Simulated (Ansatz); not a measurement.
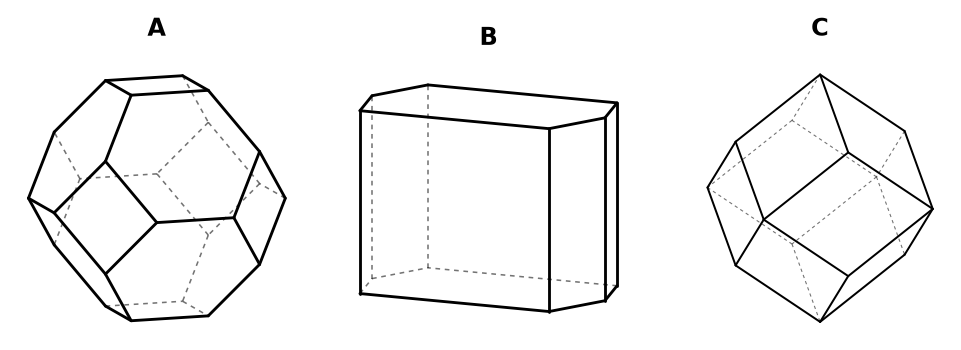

First Brillouin zones computed for the structures below (computed or model cells, partly hypothetical), each scaled to its frame and seen from the same direction (third Cartesian axis up).

**Match each zone to its crystal.**
1. Nb, Im-3m (No. 229), a = 3.27 Å, b = 3.27 Å, c = 3.27 Å, α = 90.00°, β = 90.00°, γ = 90.00°
2. Li, No. 225, Fm-3m, a = 4.39 Å, b = 4.39 Å, c = 4.39 Å, α = 90.00°, β = 90.00°, γ = 90.00°
3. P, Cmce (No. 64), a = 3.32 Å, b = 10.30 Å, c = 4.20 Å, α = 90.00°, β = 90.00°, γ = 90.00°

A is 2 (face-centred cubic, a truncated octahedron); B is 3 (base-centred orthorhombic, a hexagonal prism); C is 1 (body-centred cubic, a rhombic dodecahedron).
